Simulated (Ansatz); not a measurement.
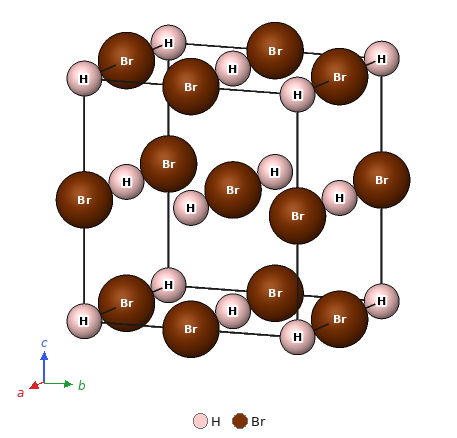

Figure: spheres-only view slightly off an axis. The frame is the conventional unit cell; atoms at its boundary are shown with their periodic copies. Cell: a = 5.37 Å, b = 5.71 Å, c = 6.10 Å, α = 90.00°, β = 90.00°, γ = 90.00°.

About the cell: it is a generated cell, made by putting these elements into a known structure type (the compound may or may not exist in this form), and it is unrelaxed. It was the input of a calculation with Ansatz.

**What is this?**

Formula: HBr. Space group: Fmmm (No. 69). Lattice: face-centred orthorhombic. Atoms per cell: 8 (4 H, 4 Br).

Run with DFT, PAW plane waves, HSE06, spin-orbit (Ansatz) and these settings: a cutoff energy of 420 eV, k-points about 0.52 Å⁻¹ apart, Fermi-Dirac smearing of 0.1 eV, no moments seeded, so the run stays non-magnetic, spinor wavefunctions.

**Classify it as metallic or gapped, with the value.**

A metal: bands cross the Fermi level.

**What charge does Bader's analysis assign to each element?**

H +0.27 e; Br -0.27 e.

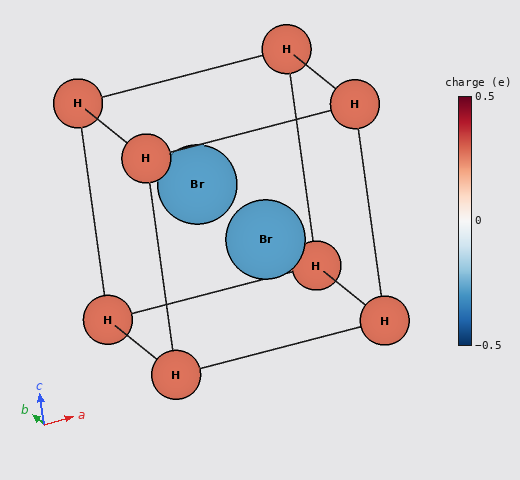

The atoms coloured by those charges. The run's cell of 2 atoms is drawn, so axes and origin can differ from the first picture.

**Is the structure in equilibrium?**

No. All forces vanish to within 0.01 eV/Å. The pressure is -8.2 GPa, so the cell would contract. The stress isn't hydrostatic: its largest component is 13.5 GPa.
